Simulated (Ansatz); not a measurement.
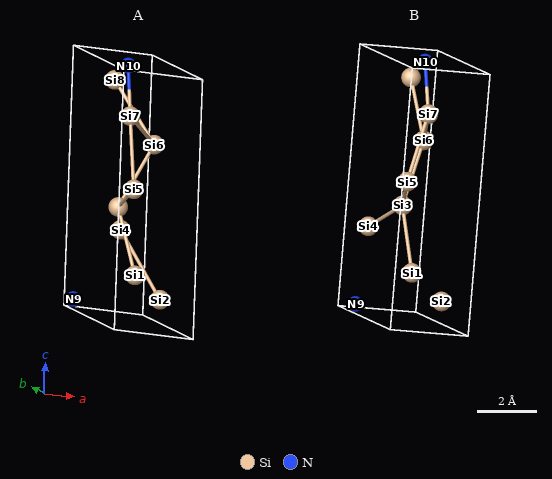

Two geometries of solid Si4N (a generated structure, set up in P1) (coarse preliminary run), drawn at one scale. One is the start of a relaxation, the other its converged end. A ball-and-stick model of the cell of the calculation, seen slightly off an axis.

Method: Ansatz 0.2.0, DFT PBE, scalar-relativistic, plane waves, PAW. Set-up: plane-wave cutoff 420 eV; k-point mesh 6 × 4 × 2; occupations gaussian; smearing width 0.1 eV; no spin polarisation; cell and atoms relaxed; force threshold 0.04 eV/Å; at most 70 steps.

### Which of the two is the end point?

Structure B is the relaxed one. The atom that moves furthest relative to the cell is Si4 (1.10 Å roughly along −a). By element the largest moves are Si 1.10 Å, N 0.37 Å. Cell: a 2.757 → 2.707 Å (−1.8 %), b 5.388 → 5.757 Å (+6.8 %), c 9.238 → 9.343 Å (+1.1 %), α 96.3° → 98.3°, β 97.4° → 92.5°, γ 100.1° → 99.7°. Volume +6.8 %. Some distances before and after: Si3–Si4 4.092 → 3.063 Å, Si2–Si4 2.749 → 3.600 Å, Si4–Si5 2.516 → 3.345 Å, Si6–Si7 2.648 → 3.473 Å. Bond angles that change, for instance: Si2–Si4–Si5 118.0° → 158.2°, Si4–Si2–N10 156.1° → 121.5°, Si3–Si6–Si8 121.5° → 152.8°. The space group stays P1 (No. 1). After 11 accepted moves (13 points after the start) the energy has fallen by 94.4 meV per atom. Largest force component: 0.53 eV/Å at the start, 0.027 eV/Å at the end. Pressure: 0.90 GPa at the start and 0.20 GPa at the end. The line search rejected the trial step at point 9 of the run. At 1 point the geometry stayed and the basis and grid were re-selected for the new cell (energy shift of 2.2 meV per atom at most each time). The run took 3 min on 1 thread of Intel(R) Xeon(R) Processor @ 2.70GHz (shared host), peak memory 0.42 GiB.

Limits of the set-up: the k-point mesh is coarse for a cell with partly filled bands.
